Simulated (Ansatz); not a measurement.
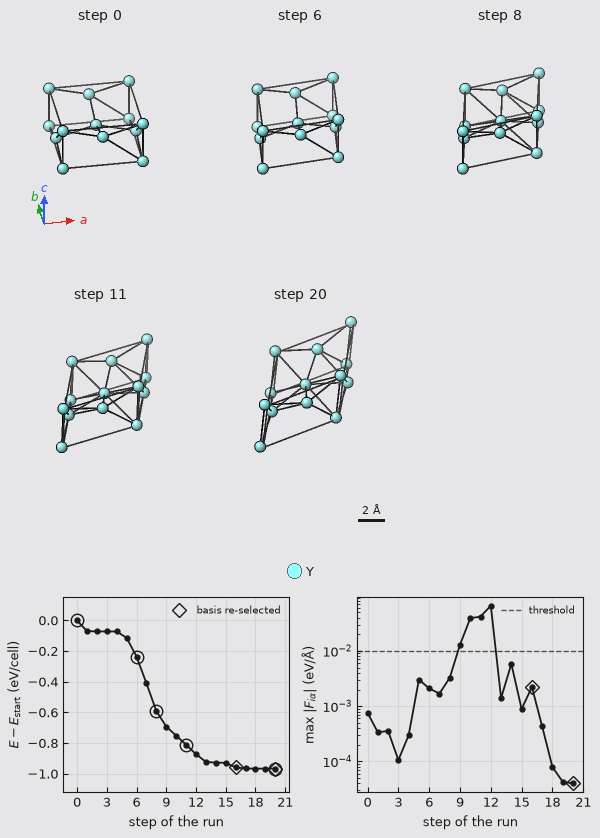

Frames of a relaxation of crystalline Y (a generated structure, set up in I4_1/amd), marked on the history of the run. Style: ball-and-stick. Shown: the conventional cell (2 times the calculation's cell), from a free direction. Lengths and directions refer to the drawn axes.

Phase: beta-Sn type.

Theory: DFT, PBEsol, plane waves (420 eV) with PAW, scalar-relativistic in Ansatz 0.2.0.

Input file:
```yaml
crystal:
  lattice:
    - [-3.166246263, 3.166246263, 1.7287704596]
    - [3.166246263, -3.166246263, 1.7287704596]
    - [3.166246263, 3.166246263, -1.7287704596]
  atoms:
    - { symbol: "Y", position: [0.0, 0.0, 0.0] }
    - { symbol: "Y", position: [0.75, 0.25, 0.5] }
hamiltonian:
  xc: pbesol
  pseudopotentials:
    kind: paw
    azcp:
      "Y": "pseudopotentials/Y.paw.azcp"
basis:
  ecutwfc: 420
  fft_grid_basis: typed
kpoints:
  mp_grid: { grid: [10, 10, 7], shift: [0, 0, 0] }
magnetization:
  spin_polarized: false
scf:
  occupations: { method: fermi_dirac, width: 0.1 }
relax:
  max_steps: 60
  f_tol: 0.01
  cell: {}
```

Question: What happens along the run?

Answer: The energy falls by 0.966 eV per cell of the calculation in 18 accepted moves (20 points after the start). The largest force component goes from 0.00076 to under 0.0001 eV/Å. The pressure goes from −3.07 to 0.00 GPa. The SCF was repeated twice at an unchanged geometry on a basis and grid sized afresh for the cell, which shifted the energy by 30.2 meV per cell of the calculation at most. The largest moves relative to the cell, 0.26 Å, are those of Y1 and Y2. Y2 goes along [1 −1 0]. Cell: a = b 6.332 → 6.663 Å (+5.2 %), c 3.458 → 3.594 Å (+4.0 %), α 90.0° → 74.4°, β 90.0° → 74.4°, γ 90.0° → 55.7°. Volume −9.5 %. Among the contacts that change: Y1–Y1 4.800 → 3.594 Å, Y1–Y2 4.093 → 3.490 Å, Y1–Y2 (another image) 3.282 → 3.489 Å, Y1–Y1 (another image) 3.458 → 3.594 Å. New bonds form: Y1–Y1 (4.80 → 3.59 Å), Y2–Y2 (4.80 → 3.59 Å). The space group (tolerance 0.01 Å) goes from I4_1/amd (No. 141) to P6_3/mmc (No. 194). The program noted that a PAW file was made for another functional than the run's. From step 0 to 6: volume −9.0 %, energy −0.235 eV per cell of the calculation. From step 6 to 8: volume −4.1 %, energy −0.355 eV per cell of the calculation. From step 8 to 11: Y atoms move most (0.11 Å), volume +1.1 %, energy −0.220 eV per cell of the calculation. From step 11 to 20: Y atoms move most (0.15 Å), volume +2.6 %, energy −0.156 eV per cell of the calculation.

| step | E − E(0), meV/atom | largest force component, eV/Å | pressure, GPa | volume, Å³/atom | note |
| --- | --- | --- | --- | --- | --- |
| 0 | 0.00 | 0.0008 | -3.07 | 34.662 |  |
| 1 | -34.60 | 0.0003 | -0.55 | 31.732 |  |
| 2 | -35.85 | 0.0004 | 0.07 | 31.119 |  |
| 3 | -35.89 | 0.0001 | 0.01 | 31.169 |  |
| 4 | -35.97 | 0.0003 | -0.04 | 31.208 |  |
| 5 | -56.52 | 0.0030 | -0.37 | 31.438 |  |
| 6 | -117.50 | 0.0021 | -0.59 | 31.560 |  |
| 7 | -204.63 | 0.0017 | -0.21 | 31.116 |  |
| 8 | -295.13 | 0.0033 | 0.84 | 30.259 |  |
| 9 | -345.92 | 0.0129 | 0.95 | 30.163 |  |
| 10 | -375.43 | 0.0391 | 0.64 | 30.407 |  |
| 11 | -405.09 | 0.0417 | 0.48 | 30.593 |  |
| 12 | -435.83 | 0.0659 | 0.24 | 30.818 |  |
| 13 | -460.96 | 0.0014 | 0.41 | 30.733 |  |
| 14 | -463.51 | 0.0058 | -0.15 | 31.041 |  |
| 15 | -464.00 | 0.0009 | 0.01 | 30.963 |  |
| 16 | -479.09 | 0.0022 | 0.60 | 30.963 | same geometry, new basis |
| 17 | -482.51 | 0.0004 | 0.25 | 31.204 |  |
| 18 | -483.01 | 0.0001 | 0.01 | 31.382 |  |
| 19 | -483.01 | 0.0000 | 0.00 | 31.385 |  |
| 20 | -483.02 | 0.0000 | 0.00 | 31.385 | same geometry, new basis |
